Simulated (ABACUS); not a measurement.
Band-structure run of BN (part 2 of 2)

BN (2 atoms in the cell); Kohn-Sham DFT of a periodic cell, SCAN, SG15 ONCV 1.2 PBE, no spin polarisation (ABACUS 3.10.1); cutoff 1319.75 eV, 8×8×8 k-mesh, fermi-dirac of 0.05 eV. The structure derives from a Materials Project entry.

Geometry of the input (Å; fractional positions):
```
0.0000  1.8130  1.8130
1.8130  0.0000  1.8130
1.8130  1.8130  0.0000
N  0.2500  0.2500  0.2500
B  0.0000  0.0000  0.0000
```

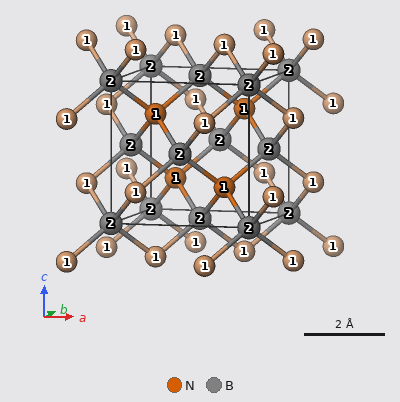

*The structure as given in the input (ball-and-stick view of the cell 4 times as large as that of the calculation, set on its symmetry axes, seen slightly off an axis; neighbours outside the cell are drawn fainter; atoms are numbered from 1 in the order of the input).*

## Output, continued
```
 PARALLEL PW FOR WAVE FUNCTIONS
     PROC   COLUMNS(POT)             PW
        1             50            460
        2             50            460
        3             49            457
        4             50            460
 --------------- sum -------------------
        4            199           1837

 SETUP NONLOCAL PSEUDOPOTENTIALS IN PLANE WAVE BASIS
 N non-local projectors:
 projector 1 L=0
 projector 2 L=0
 projector 3 L=1
 projector 4 L=1
 B non-local projectors:
 projector 1 L=0
 projector 2 L=0
 projector 3 L=1
 projector 4 L=1
      TOTAL NUMBER OF NONLOCAL PROJECTORS = 16

 Init Non-Local PseudoPotential table :
 Init Non-Local-Pseudopotential done.

                                     npwx = 330

 -------------------------------------------
 SELF-CONSISTENT
 -------------------------------------------
                                 init_chg = atomic

 PW ALGORITHM --------------- ION=   1  ELEC=   1--------------------------------

 Density error is 0.200508578197
                          Error Threshold = 0.01
----------------------------------------------------------
     Energy           Rydberg                 eV
----------------------------------------------------------
 E_KohnSham     -25.6780861732       -349.3682856911
 E_Harris       -24.5214445216       -333.6313686844
 E_Fermi        1.0159402495         13.8225762204
----------------------------------------------------------

 PW ALGORITHM --------------- ION=   1  ELEC=   2--------------------------------

 Density error is 0.0371336039297
                          Error Threshold = 0.00250635722747
----------------------------------------------------------
     Energy           Rydberg                 eV
----------------------------------------------------------
 E_KohnSham     -25.7318730626       -350.1000938641
 E_Harris       -26.0384170945       -354.2708393864
 E_Fermi        0.9203619226         12.5221663695
----------------------------------------------------------

 PW ALGORITHM --------------- ION=   1  ELEC=   3--------------------------------

 Density error is 0.00190400477479
                          Error Threshold = 0.000464170049121
----------------------------------------------------------
     Energy           Rydberg                 eV
----------------------------------------------------------
 E_KohnSham     -25.7393176495       -350.2013826651
 E_Harris       -25.6633644626       -349.1679865427
 E_Fermi        1.0625389108         14.4565835334
----------------------------------------------------------

 PW ALGORITHM --------------- ION=   1  ELEC=   4--------------------------------

 Density error is 2.04563432981e-05
                          Error Threshold = 2.38000596849e-05
----------------------------------------------------------
     Energy           Rydberg                 eV
----------------------------------------------------------
 E_KohnSham     -25.7395246851       -350.2041995284
 E_Harris       -25.7346458935       -350.1378201636
 E_Fermi        1.0697991272         14.5553638449
----------------------------------------------------------

 PW ALGORITHM --------------- ION=   1  ELEC=   5--------------------------------

 Density error is 7.62293934878e-07
                          Error Threshold = 2.55704291226e-07
----------------------------------------------------------
     Energy           Rydberg                 eV
----------------------------------------------------------
 E_KohnSham     -25.7395313162       -350.2042897502
 E_Harris       -25.7399131379       -350.2094847007
 E_Fermi        1.0699141225         14.5569284361
----------------------------------------------------------

 PW ALGORITHM --------------- ION=   1  ELEC=   6--------------------------------

 Density error is 1.32384992007e-08
                          Error Threshold = 9.52867418597e-09
----------------------------------------------------------
     Energy           Rydberg                 eV
----------------------------------------------------------
 E_KohnSham     -25.7395315687       -350.2042931858
 E_Harris       -25.7397356675       -350.2070700914
 E_Fermi        1.0699999581         14.5580962899
----------------------------------------------------------

 PW ALGORITHM --------------- ION=   1  ELEC=   7--------------------------------

 Density error is 1.50236928331e-09
                          Error Threshold = 1.65481240009e-10
----------------------------------------------------------
     Energy           Rydberg                 eV
----------------------------------------------------------
 E_KohnSham     -25.7395315757       -350.2042932798
 E_KS(sigma->0) -25.7395315757       -350.2042932798
 E_Harris       -25.7394506336       -350.2031920061
 E_band         1.4939265063         20.3259128788
 E_one_elec     4.3248292886         58.8423212023
 E_Hartree      3.6449704035         49.5923665296
 E_xc           -7.4484684825        -101.3416127361
 E_Ewald        -26.2608627853       -357.2973682757
 E_entropy(-TS) -0.0000000000        -0.0000000000
 E_descf        0.0000000000         0.0000000000
 E_exx          0.0000000000         0.0000000000
 E_Fermi        1.0699853867         14.5578980355
----------------------------------------------------------

 charge density convergence is achieved
 final etot is -350.20429328 eV
 EFERMI = 14.557898035 eV
The vacuum level is 9.3088248962 eV

 STATE ENERGY(eV) AND OCCUPATIONS    NSPIN == 1
 1/29 kpoint (Cartesian) = 0.0000 0.0000 0.0000 (325 pws)
       1       -10.5040     0.00390625
       2        10.8482     0.00390625
       3        10.8482     0.00390625
       4        10.8482     0.00390625
       5        20.2958    5.66151e-53
       6        20.2958    5.66151e-53
       7        20.2958    5.66151e-53
       8        21.4264    8.56865e-63
       9        36.5462        0.00000
      10        39.9827        0.00000
      11        39.9827        0.00000
      12        40.6452        0.00000
      13        40.6452        0.00000
      14        40.6452        0.00000

 2/29 kpoint (Cartesian) = 0.034473 0.034473 0.034473 (325 pws)
       1       -10.1161      0.0312500
       2        8.86869      0.0312500
       3        10.4540      0.0312500
       4        10.4540      0.0312500
       5        20.5724    1.79373e-54
       6        20.8915    3.03302e-57
       7        20.8915    3.03302e-57
       8        22.8008    7.91001e-74
       9        36.2295        0.00000
      10        36.7637        0.00000
      11        36.7637        0.00000
      12        40.0335        0.00000
      13        45.6050        0.00000
      14        45.6050        0.00000

 3/29 kpoint (Cartesian) = 0.068946 0.068946 0.068946 (325 pws)
       1       -8.99486      0.0312500
       2        5.10163      0.0312500
       3        9.67504      0.0312500
       4        9.67504      0.0312500
       5        20.9111    2.05085e-57
       6        21.8879    6.71949e-66
       7        21.8879    6.71949e-66
       8        25.1329        0.00000
       9        35.4185        0.00000
      10        35.6862        0.00000
      11        35.6862        0.00000
      12        39.9959        0.00000
      13        51.9041        0.00000
      14        51.9041        0.00000

 4/29 kpoint (Cartesian) = 0.10342 0.10342 0.10342 (318 pws)
       1       -7.36326      0.0312500
       2        1.54546      0.0312500
       3        9.05114      0.0312500
       4        9.05114      0.0312500
       5        21.1864    8.32093e-60
       6        22.2754    2.89451e-69
       7        22.2754    2.89451e-69
       8        26.6494        0.00000
       9        35.2146        0.00000
      10        37.3096        0.00000
      11        37.3096        0.00000
      12        39.6022        0.00000
      13        50.5890        0.00000
      14        50.5890        0.00000

 5/29 kpoint (Cartesian) = 0.13789 0.13789 0.13789 (316 pws)
       1       -6.28545      0.0156250
       2      -0.213464      0.0156250
       3        8.82389      0.0156250
       4        8.82389      0.0156250
       5        21.2885    5.40141e-61
       6        22.2827    1.24958e-69
       7        22.2827    1.24958e-69
       8        27.1262        0.00000
       9        35.4808        0.00000
      10        38.9819        0.00000
      11        39.1978        0.00000
      12        39.1978        0.00000
      13        47.5713        0.00000
      14        47.5713        0.00000

 6/29 kpoint (Cartesian) = 0.0000 0.0000 0.068946 (323 pws)
       1       -9.98728      0.0234375
       2        9.48347      0.0234375
       3        9.70068      0.0234375
       4        9.70068      0.0234375
       5        19.5699    6.85275e-46
       6        21.8993    4.01425e-66
       7        21.8993    4.01425e-66
       8        22.7094    3.69073e-73
       9        32.8256        0.00000
      10        37.8279        0.00000
      11        40.7241        0.00000
      12        42.0226        0.00000
      13        42.0226        0.00000
      14        45.2043        0.00000

[... levels at 23 further k points ...]

------------------------------------------------------------------------------------------
 TOTAL-FORCE (eV/Angstrom)
------------------------------------------------------------------------------------------
                        N1         0.0000000000         0.0000000000         0.0000000000
                        B1         0.0000000000         0.0000000000         0.0000000000
------------------------------------------------------------------------------------------

----------------------------------------------------------------
 TOTAL-STRESS (KBAR)
----------------------------------------------------------------
       -54.7655657821        -0.0000000000         0.0000000000
         0.0000000000       -54.7655657821         0.0000000000
         0.0000000000         0.0000000000       -54.7655657821
----------------------------------------------------------------
 TOTAL-PRESSURE: -54.765566 KBAR

 --------------------------------------------
 !FINAL_ETOT_IS -350.2042932798391348 eV
 --------------------------------------------
```

## Standard output
```
ABACUS v3.10.1

               Atomic-orbital Based Ab-initio Computation at UStc

 dft_functional readin is: scan
 dft_functional in pseudopot file is: PBE
 Please make sure this is what you need
 dft_functional readin is: scan
 dft_functional in pseudopot file is: PBE
 Please make sure this is what you need
 UNIFORM GRID DIM        : 32 * 32 * 32
 UNIFORM GRID DIM(BIG)   : 32 * 32 * 32
 ---------------------------------------------------------
 Self-consistent calculations for electrons
 ---------------------------------------------------------
 SPIN    KPOINTS         PROCESSORS  THREADS
 1       29              4           4
 ---------------------------------------------------------
 Use plane wave basis
 ---------------------------------------------------------
 ELEMENT NATOM       XC
 N       1
 B       1
 ---------------------------------------------------------
 Initial plane wave basis and FFT box
 ---------------------------------------------------------
 -------------------------------------------
 SELF-CONSISTENT :
 -------------------------------------------
 START CHARGE      : atomic
 ITER       ETOT/eV          EDIFF/eV         DRHO         DKIN     TIME/s
 DA1     -3.49368286e+02   0.00000000e+00   2.0051e-01   2.3049e-01   1.74
 DA2     -3.50100094e+02  -7.31808173e-01   3.7134e-02   1.6075e-01   0.55
 DA3     -3.50201383e+02  -1.01288801e-01   1.9040e-03   1.0655e-02   0.48
 DA4     -3.50204200e+02  -2.81686327e-03   2.0456e-05   1.5475e-03   0.68
 DA5     -3.50204290e+02  -9.02218710e-05   7.6229e-07   4.0795e-04   0.72
 DA6     -3.50204293e+02  -3.43551755e-06   1.3238e-08   3.2190e-05   0.70
 DA7     -3.50204293e+02  -9.40875362e-08   1.5024e-09   5.7403e-05   0.76
----------------------------------------------------------------
 TOTAL-STRESS (KBAR)
----------------------------------------------------------------
       -54.7655657821        -0.0000000000         0.0000000000
         0.0000000000       -54.7655657821         0.0000000000
         0.0000000000         0.0000000000       -54.7655657821
----------------------------------------------------------------
 TOTAL-PRESSURE: -54.765566 KBAR
```

## Results in brief

- outcome: converged
- space group (tolerance 0.01 Å): F-43m (216)
- electrons treated: 8
- free energy: −350.2043 eV
- Fermi energy of the self-consistent step: 14.558 eV
- gap on the k-point mesh: 4.94 eV
- pressure: −5.48 GPa
- largest force (length of the vector): under 0.001 eV/Å
- wall time: 7 s (CPU time 26 s)
- peak memory: 0.36 GiB

## Remarks

The cell is under a tension of 5.5 GPa at this level, so it is not at its equilibrium volume.
